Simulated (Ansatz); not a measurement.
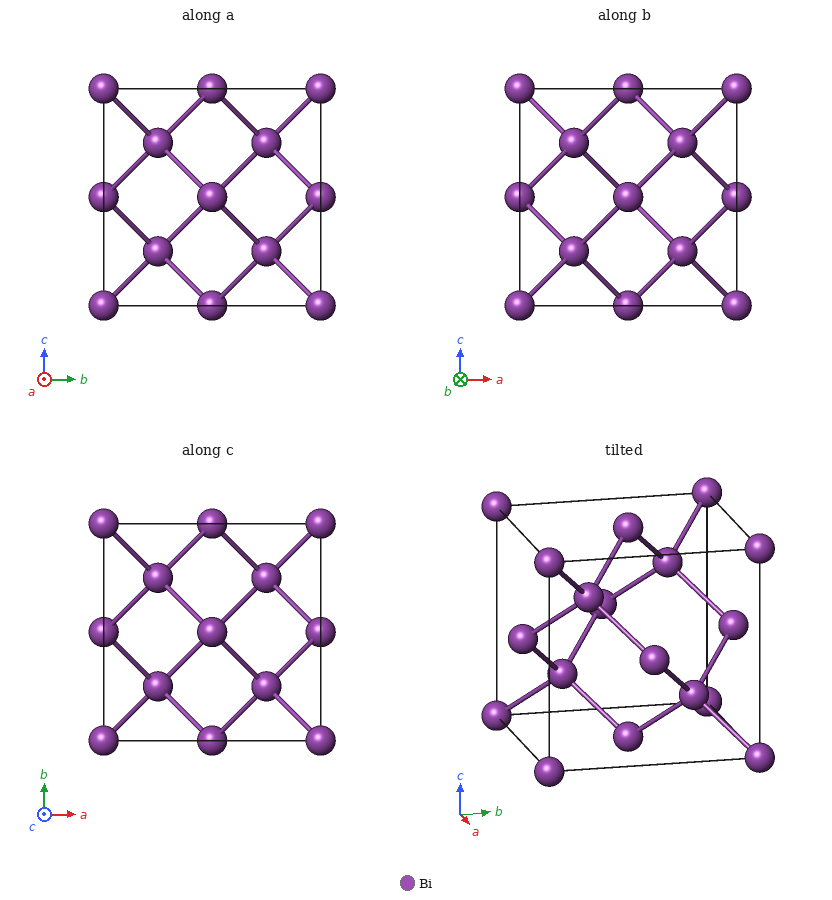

The crystal in a ball-and-stick representation, seen along the a axis, along the b axis, along the c axis and slightly off an axis. One conventional unit cell is framed, with atoms on its boundary repeated.

Lattice parameters: a = 7.381 Å, b = 7.381 Å, c = 7.381 Å, α = 90.00°, β = 90.00°, γ = 90.00°. Put a along x and b in the xy plane.

Transcribe the picture into a POSCAR file.

```
Bi
1.0
     7.381    0.000    0.000
     0.000    7.381    0.000
     0.000    0.000    7.381
Bi
8
Direct
  0.7500 0.7500 0.2500
  0.0000 0.5000 0.5000
  0.7500 0.2500 0.7500
  0.0000 0.0000 0.0000
  0.2500 0.7500 0.7500
  0.5000 0.5000 0.0000
  0.2500 0.2500 0.2500
  0.5000 0.0000 0.5000
```

Origin of the cell: a structure type filled with this element by a generator (whether the element takes this form wasn't checked). Earlier steps of the study may have refined or changed the cell and positions. A calculation with Ansatz used it as input.
